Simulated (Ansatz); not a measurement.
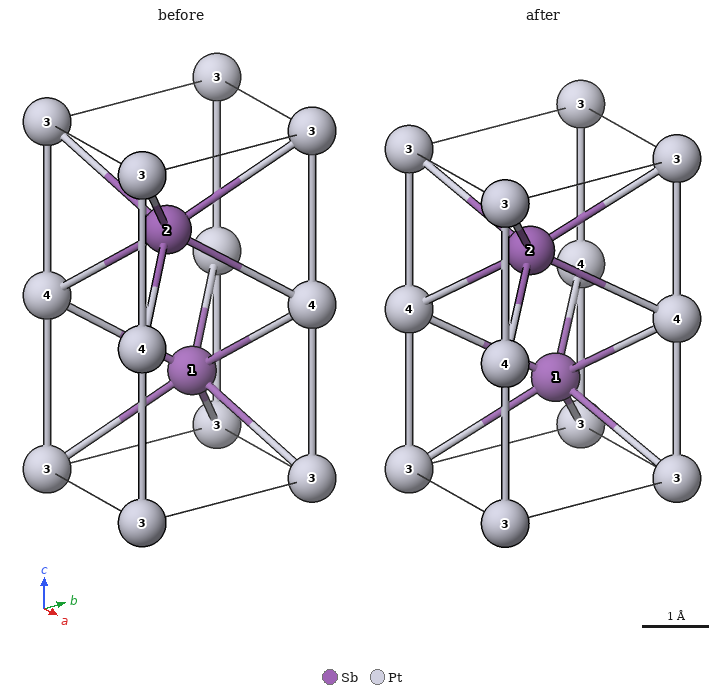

Left: a symmetric starting cell of SbPt. Right: the same structure after one change, at the same scale. Style: ball-and-stick. Shown: the cell of the calculation, slightly off an axis.

Method: DFT r2SCAN, scalar-relativistic, plane waves, PAW in Ansatz. Settings: plane-wave cutoff 500 eV; k-point mesh 12 × 12 × 8; occupations gaussian; smearing width 0.1 eV; no spin polarisation.

Q: Which change leads from the left to the right?

A: The cell is strained by −7.9 % along c and +1.1 % across it (volume −5.9 %), the atoms keeping their fractional coordinates. No relaxation follows. The starting cell wasn't computed here and needn't be at equilibrium, so pressure and forces aren't due to the change alone.

Q: How do the computed properties respond?

A: The pressure is 19.8 GPa (not all of it need come from the change, since the unchanged cell can be under pressure at this level too). The principal stresses (compression positive) are 36.7 GPa along c and 11.4 GPa across it. All forces vanish by symmetry. Among the bonded contacts that change: Pt–Pt 2.736 → 2.519 Å, Pt–Sb 2.749 → 2.719 Å. The space group stays P6_3/mmc (No. 194).
